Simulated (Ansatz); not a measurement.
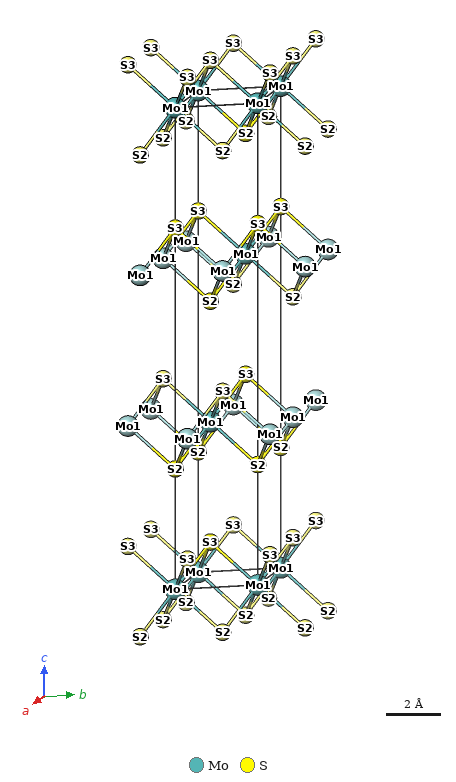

**Figure 1.** The structure as given in the input (ball-and-stick view of the cell 3 times as large as that of the calculation, set on its symmetry axes, seen slightly off an axis; neighbours outside the cell are drawn fainter; atoms are numbered from 1 in the order of the input). An atom can appear more than once, as a periodic image. Near neighbours in the periodic cell (some may lie outside the picture): Mo has 6 S at 2.40 Å; S has 3 Mo at 2.40 Å.

# Two runs on MoS$_{2}$

System: MoS$_{2}$ (R-3m, 3 atoms in the cell).
Method of the first run: Kohn-Sham DFT of a periodic cell, LDA, all-electron LAPW, scalar-relativistic, no spin polarisation (Ansatz 0.2.0).

The structure derives from an entry of the Crystallography Open Database. Text and figures count atoms from 1; the logs count them from 0 in places.

Input file, the first run:
```yaml
crystal:
  lattice:
    - [1.596000306, 0.9214512063, 6.1554945136]
    - [-1.596000306, 0.9214512063, 6.1554945136]
    - [0.0, -1.8429024126, 6.1554945136]
  atoms:
    - { symbol: Mo, position: [0.0, 0.0, 0.0] }
    - { symbol: S, position: [0.25, 0.25, 0.25] }
    - { symbol: S, position: [0.75, 0.75, 0.75] }
kpoints:
  mp_grid: { grid: [10, 10, 10] }
scf:
  occupations: { method: fermi_dirac, width: 0.05 }
hamiltonian:
  xc: lda
  pseudopotentials: { kind: all_electron, lapw: { basis_error: 0.002 } }
output:
  forces: true
  stress: true
  eigenvalues: true
```

Command:
```bash
ansatz run input.yaml --threads 2 --pin off --max-ram 6144MiB --backend cpu --events-out ev --progress --plain --runs-dir out
```

Hardware: 2 threads of Arm Neoverse V1, 112 GiB of memory available, shared host.

Output, shortened to warnings, some set-up lines, iterations and results (the first run):
```
Basis set: ecut = 242.42243568218433 eV, 453 PW (Γ), FFT grids on a1−a3, a2−a3, a3, exchange–correlation at level 2
Symmetry: 12 space group operations
k-points: 116 of 1000
Initial density: superposition of atomic densities (chi_scale 0.1, normalization cell, long waves kept (reshape's long-wave potential 0.15 eV rms))
[...]
SCF iter   1: F=—  HF=-131728.890473 eV  |F-HF|=—  |Δ(HF+E_count)|=         —  Δρ=6.53e-2  dr2=3.55e0  ethr=6.12e-3  ⟨swp⟩=2.0  Hψ=26887  notcnv=0
SCF iter   2: F=—  HF=-131728.504446 eV  |F-HF|=—  |Δ(HF+E_count)|=   3.86e-1  Δρ=5.73e-2  dr2=3.71e0  ethr=6.12e-3  ⟨swp⟩=3.0  Hψ=12276  notcnv=0
SCF iter   3: F=—  HF=-131727.417433 eV  |F-HF|=—  |Δ(HF+E_count)|=    1.09e0  Δρ=1.08e-2  dr2=1.30e-1  ethr=2.24e-4  ⟨swp⟩=2.0  Hψ=19728  notcnv=0
SCF iter   4: F=—  HF=-131727.386157 eV  |F-HF|=—  |Δ(HF+E_count)|=         —  Δρ=2.40e-3  dr2=8.26e-3  ethr=2.23e-4  ⟨swp⟩=2.0  Hψ=12048  notcnv=0
SCF iter   5: F=—  HF=-131727.383323 eV  |F-HF|=—  |Δ(HF+E_count)|=   2.83e-3  Δρ=3.28e-4  dr2=9.21e-5  ethr=1.42e-5  ⟨swp⟩=3.0  Hψ=12228  notcnv=0
SCF iter   6: F=—  HF=-131727.383272 eV  |F-HF|=—  |Δ(HF+E_count)|=   5.10e-5  Δρ=7.38e-5  dr2=4.78e-6  ethr=1.59e-7  ⟨swp⟩=2.1  Hψ=11448  notcnv=0
SCF iter   7: F=—  HF=-131727.383271 eV  |F-HF|=—  |Δ(HF+E_count)|=   6.14e-7  Δρ=2.01e-5  dr2=4.12e-7  ethr=8.25e-9  ⟨swp⟩=2.0  Hψ=11441  notcnv=0
SCF iter   8: F=-131727.383271 eV  HF=-131727.383271 eV  |F-HF|=2.06e-8  |Δ(HF+E_count)|=   4.67e-8  Δρ=4.29e-6  dr2=1.84e-8  ethr=7.11e-10  ⟨swp⟩=2.0  Hψ=11441  notcnv=0
SCF 1 converged in 8 iterations: F = -131727.383271 eV  dr2 = 1.84e-8
SCF converged after 8 iterations
Free energy (F): -131727.383271 eV
Harris-Foulkes:  -131727.383271 eV  (|F-HF|=2.06e-8)
Internal energy: -131727.377191 eV  (E = F + TS)
E sigma→0 (E₀):  -131727.380231 eV
Entropy (-TS):   -0.006080 eV (-2.027 meV/atom)
Fermi energy:    11.953547 eV
--- Per-component energies (eV) ---
  E_band       = -6822.747562
  E_kinetic    = 135763.817371
  E_xc         = -4585.897052
  E_electrostatic = -262905.297511  (all electrons and nuclei)
  E_smearing   = -0.006080  (= −TS)
  E_closure    = 0.000000  (closes the sum)
  E_atoms      = -131703.743104  (free atoms, spherical and without spin; not in F)
  Σ components = -131727.383271   (vs F -131727.383271, Δ=0.00e0)
  Basis errors (estimates in eV, not in F): energy 8.7e-4 per atom: plane waves 8.2e-4 (4.9e-4 summed), levels above the bands 7.4e-64, relativity 5.2e-9, radial functions 4.8e-5, core shells 3.0e-7; eigenvalues (radial functions only) 2.7e-6; not estimated: angular momenta, meshes, grids; target …
--- Forces (eV/Å), atoms counted from 1 ---
  atom   1  Mo     0.00000000     0.00000000     0.00000000
  atom   2  S      0.00000000    -0.00000000    -0.23933372
  atom   3  S      0.00000000     0.00000000     0.23933372
  max |Σ_I F_I| component: 2.31e-18 eV/Å
--- Stress (GPa, compression-positive) ---
       -4.184655       0.000000       0.000000
        0.000000      -4.184655      -0.000000
        0.000000      -0.000000       0.017246
  P = ⅓ Tr σ = -2.7840 GPa (-27.840 kbar)
```

The input of the second run differs as follows (lines with − go, lines with + come):
```diff
-  xc: lda
+  xc: pbesol
```

How does the second run compare with the first run?

The total energies belong to different methods, so their difference says nothing on which is more stable or more accurate. The pressure goes from −2.78 to −0.12 GPa. The largest force goes from 0.239 to 0.413 eV/Å. The functional changes from LDA to PBEsol. Along LDA, PBEsol, PBE and RPBE the binding weakens and the preferred volume grows, so the same cell is under more pressure with the later ones. The number of SCF iterations is the same.

Output, shortened to warnings, some set-up lines, iterations and results (the second run):
```
Basis set: ecut = 242.31108324300624 eV, 453 PW (Γ), FFT grids on a1−a3, a2−a3, a3, exchange–correlation at level 2
Symmetry: 12 space group operations
k-points: 116 of 1000
Initial density: superposition of atomic densities (chi_scale 0.1, normalization cell, long waves kept (reshape's long-wave potential 0.15 eV rms))
[...]
SCF iter   1: F=—  HF=-131813.926456 eV  |F-HF|=—  |Δ(HF+E_count)|=         —  Δρ=6.52e-2  dr2=3.53e0  ethr=6.09e-3  ⟨swp⟩=2.0  Hψ=26911  notcnv=0
SCF iter   2: F=—  HF=-131813.541828 eV  |F-HF|=—  |Δ(HF+E_count)|=   3.85e-1  Δρ=5.72e-2  dr2=3.73e0  ethr=6.09e-3  ⟨swp⟩=3.0  Hψ=12221  notcnv=0
SCF iter   3: F=—  HF=-131812.460057 eV  |F-HF|=—  |Δ(HF+E_count)|=    1.08e0  Δρ=1.09e-2  dr2=1.31e-1  ethr=2.27e-4  ⟨swp⟩=2.0  Hψ=19708  notcnv=0
SCF iter   4: F=—  HF=-131812.429609 eV  |F-HF|=—  |Δ(HF+E_count)|=         —  Δρ=2.50e-3  dr2=9.77e-3  ethr=2.26e-4  ⟨swp⟩=2.1  Hψ=12055  notcnv=0
SCF iter   5: F=—  HF=-131812.426504 eV  |F-HF|=—  |Δ(HF+E_count)|=   3.10e-3  Δρ=3.62e-4  dr2=1.44e-4  ethr=1.68e-5  ⟨swp⟩=3.0  Hψ=12151  notcnv=0
SCF iter   6: F=—  HF=-131812.426439 eV  |F-HF|=—  |Δ(HF+E_count)|=   6.50e-5  Δρ=7.78e-5  dr2=6.39e-6  ethr=2.48e-7  ⟨swp⟩=2.0  Hψ=11443  notcnv=0
SCF iter   7: F=—  HF=-131812.426439 eV  |F-HF|=—  |Δ(HF+E_count)|=   3.75e-7  Δρ=2.22e-5  dr2=5.21e-7  ethr=1.10e-8  ⟨swp⟩=2.1  Hψ=11449  notcnv=0
SCF iter   8: F=-131812.426439 eV  HF=-131812.426439 eV  |F-HF|=1.36e-8  |Δ(HF+E_count)|=   2.64e-8  Δρ=4.28e-6  dr2=1.71e-8  ethr=8.98e-10  ⟨swp⟩=2.0  Hψ=11442  notcnv=0
SCF 1 converged in 8 iterations: F = -131812.426439 eV  dr2 = 1.71e-8
SCF converged after 8 iterations
Free energy (F): -131812.426439 eV
Harris-Foulkes:  -131812.426439 eV  (|F-HF|=1.36e-8)
Internal energy: -131812.420393 eV  (E = F + TS)
E sigma→0 (E₀):  -131812.423416 eV
Entropy (-TS):   -0.006046 eV (-2.015 meV/atom)
Fermi energy:    12.111410 eV
--- Per-component energies (eV) ---
  E_band       = -6817.698259
  E_kinetic    = 135890.643915
  E_xc         = -4672.670856
  E_electrostatic = -263030.393452  (all electrons and nuclei)
  E_smearing   = -0.006046  (= −TS)
  E_closure    = 0.000000  (closes the sum)
  E_atoms      = -131789.879735  (free atoms, spherical and without spin; not in F)
  Σ components = -131812.426439   (vs F -131812.426439, Δ=0.00e0)
  Basis errors (estimates in eV, not in F): energy 9.1e-4 per atom: plane waves 8.5e-4 (5.0e-4 summed), levels above the bands 3.7e-64, relativity 9.3e-9, radial functions 6.1e-5, core shells 2.8e-7; eigenvalues (radial functions only) 2.7e-6; not estimated: angular momenta, meshes, grids; target …
--- Forces (eV/Å), atoms counted from 1 ---
  atom   1  Mo    -0.00000000     0.00000000     0.00000000
  atom   2  S      0.00000000    -0.00000000    -0.41268449
  atom   3  S     -0.00000000     0.00000000     0.41268449
  max |Σ_I F_I| component: 5.78e-19 eV/Å
--- Stress (GPa, compression-positive) ---
       -1.670092       0.000000       0.000000
        0.000000      -1.670092       0.000000
        0.000000       0.000000       2.988417
  P = ⅓ Tr σ = -0.1173 GPa (-1.173 kbar)
```

The two runs side by side:

| quantity | the first run | the second run |
| --- | --- | --- |
| outcome | converged | converged |
| free energy per atom (eV) | −43909.1278 | −43937.4755 |
| energy per atom, smearing taken to zero (eV) | −43909.1267 | −43937.4745 |
| gap on the mesh (eV) | 0.00 | 0.00 |
| pressure (GPa) | −2.78 | −0.12 |
| largest force (eV/Å) | 0.239 | 0.413 |
| SCF iterations | 8 | 8 |
| irreducible k-points | 116 | 116 |
| plane waves at Γ | 453 | 453 |
| wall time (shared host) | 26 s | 26 s |
